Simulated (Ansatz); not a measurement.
CaO

```
CELL_PARAMETERS angstrom
2.43063 -2.43063 0.00000
2.46737 2.46737 0.00000
0.00000 0.00000 4.89800
ATOMIC_POSITIONS crystal
Ca 0.00000 0.00000 0.00000
Ca 0.50000 0.50000 0.50000
O 0.50000 0.50000 0.00000
O 0.00000 0.00000 0.50000
```

Space group Immm; changed on purpose from its base cell (strain +0.0150 x Voigt [0, 0, 0, 0, 0, 1], atoms carried along); computed pressure about −7 GPa in this cell.

Level of theory: Ansatz, DFT r2SCAN, scalar-relativistic, plane waves, PAW.

Core electrons are frozen (PAW), and the valence fields are smoothed inside the atomic spheres.

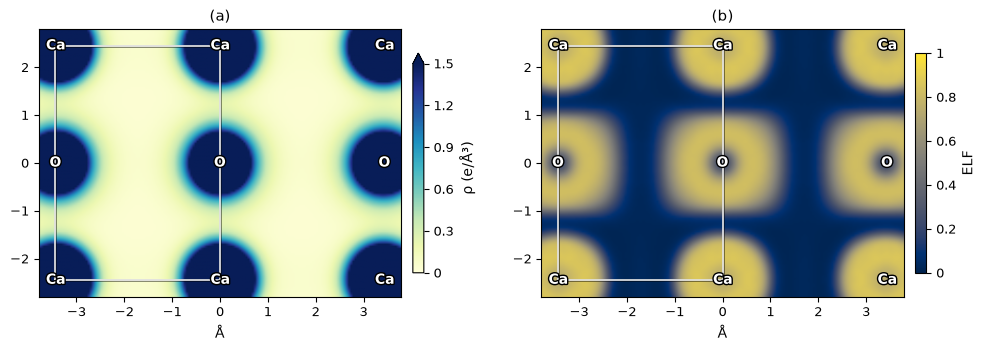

Figure 1. (a) valence electron density; (b) ELF on the (010) plane of the conventional cell.

Q: Read the bonding off the picture.

A: The section cuts through Ca and O sites.
Ca–O (2.45 Å): ρ at the midpoint is about 0.23 e/Å³; the ELF is about 0.10 at the midpoint: a closed-shell, largely ionic contact.
Between the atoms the lowest density in this plane is 0.03 e/Å³.
The features right at Ca lie inside the PAW spheres, where the map follows smoothed inner orbitals and isn't to be read closely.

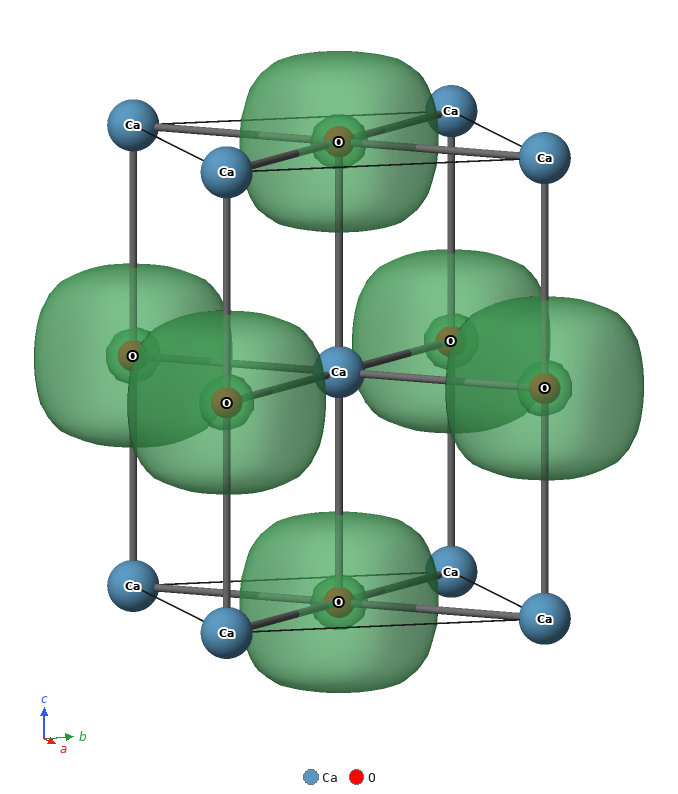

Figure 2. Isosurface of the electron localisation function at 0.6 (green), seen slightly off an axis. Core shells and regions of very low density are left out. Sticks mark near contacts.

Q: Identify the bonds, lone pairs and shells in this picture.

A: The surface consists of two regions wrapped around O (the valence shell of each), counted in one cell of 4 atoms. Any copies at cell faces, edges or corners count once.

Q: Does the calculation give a band gap?

A: It is gapped, with a Kohn–Sham gap of 4.2 eV on the k-point mesh, an upper bound to the gap of this method.
